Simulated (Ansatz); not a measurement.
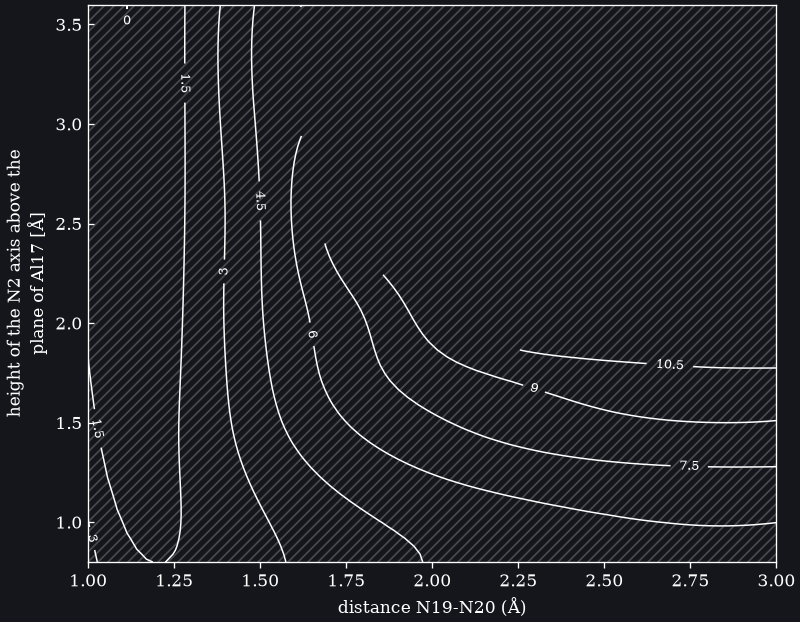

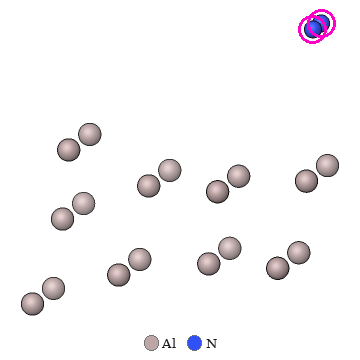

Energy landscape of N₂ on an Al(101) slab cut from the P6_3/mmc phase, its upper half relaxed before the scan (18 atoms of substrate and one adsorbate in a 2 × 1 cell). N2 lies flat over one site of a rigid substrate while its bond length and height are varied; it sits over a bridge site, heights counted from the top plane, its axis along the first surface vector. First axis: distance N19-N20. Second axis: height of the N2 axis above the plane of Al17. The scan uses an 8 × 8 grid. At 15 points there is no value (left out: too close to the surface, or the stretched molecule far from it). Points are written as (first, second). Energies are in eV, from the lowest grid point. Computed with DFT PBE, scalar-relativistic, plane waves, PAW (Ansatz). Settings: cutoff 420 eV, k-mesh 5×3×1, gaussian smearing 0.1 eV, no spin polarisation.

In the figure: contour lines labelled in eV (none above 10.5), hatched blanks where no value was computed. Between grid points the surface is interpolated. The second picture is the structure at the lowest point; rings mark the moved atoms.

Summarise what can be read from the map.

The lowest grid point is at (1.100 Å, 3.60 Å). It lies at the edge of the scanned range, so the true minimum may lie outside. The highest grid point, (3.000 Å, 1.76 Å), lies 10.4 eV above the lowest. On the interpolated surface the lowest path from the intact molecule far from the surface, (1.100 Å, 3.60 Å), to the stretched end of the scan, (3.000 Å, 0.80 Å), has its top at about (2.81 Å, 0.80 Å), about 5.7 eV above the start and 0.022 eV above the end.

The input of one point:

```yaml
crystal:
  lattice:
    - [5.707086311, 0.0, 0.0]
    - [-1.4267715777, 9.7014842372, 0.0]
    - [0.0, 0.0, 22.7903703877]
  atoms:
    - { symbol: Al, position: [0.2662216041, 0.0648864163, 0.1755127245] }
    - { symbol: Al, position: [0.7662216041, 0.0648864163, 0.1755127245] }
    - { symbol: Al, position: [0.3354806058, 0.3419224231, 0.2192029851] }
    - { symbol: Al, position: [0.8354806058, 0.3419224231, 0.2192029851] }
    - { symbol: Al, position: [0.1493324061, 0.5973296244, 0.2279410371] }
    - { symbol: Al, position: [0.6493324061, 0.5973296244, 0.2279410371] }
    - { symbol: Al, position: [0.4631842064, 0.8527368258, 0.2366790893] }
    - { symbol: Al, position: [0.9631842064, 0.8527368258, 0.2366790893] }
    - { symbol: Al, position: [0.0319772075, 0.1277109158, 0.2808262501] }
    - { symbol: Al, position: [0.5319772075, 0.1277109158, 0.2808262501] }
    - { symbol: Al, position: [0.0997917578, 0.4042231245, 0.3301071117] }
    - { symbol: Al, position: [0.5997917578, 0.4042231245, 0.3301071117] }
    - { symbol: Al, position: [0.4144000538, 0.6596656467, 0.3369822073] }
    - { symbol: Al, position: [0.9144000538, 0.6596656467, 0.3369822073] }
    - { symbol: Al, position: [0.226307693, 0.9110819227, 0.3449259125] }
    - { symbol: Al, position: [0.726307693, 0.9110819227, 0.3449259125] }
    - { symbol: Al, position: [0.2962427187, 0.1814071959, 0.3857054641] }
    - { symbol: Al, position: [0.7962427187, 0.1814071959, 0.3857054641] }
    - { symbol: "N", position: [0.379936275, 0.9110819227, 0.5436669162] }
    - { symbol: "N", position: [0.5726791109, 0.9110819227, 0.5436669162] }
basis:
  ecutwfc: 420
kpoints:
  mp_grid: { grid: [5, 3, 1] }
hamiltonian:
  xc: pbe
  pseudopotentials: { kind: paw, azcp: { folder: soft_1 } }
scf:
  occupations: { method: gaussian, width: 0.1 }
output:
  forces: true
  eigenvalues: true
efield:
  axis: 3
  dipole_correction: true
  ramp_width: 0.04
```

Each point was launched as `ansatz run input.yaml --threads 1 --pin off --max-ram 3072MiB --backend cpu --events-out ev --progress --plain --runs-dir out`. Time for the 49 points that were run: 20 min on 1 thread of AMD EPYC 9R45 96-Core Processor (Zen 5) (shared host).
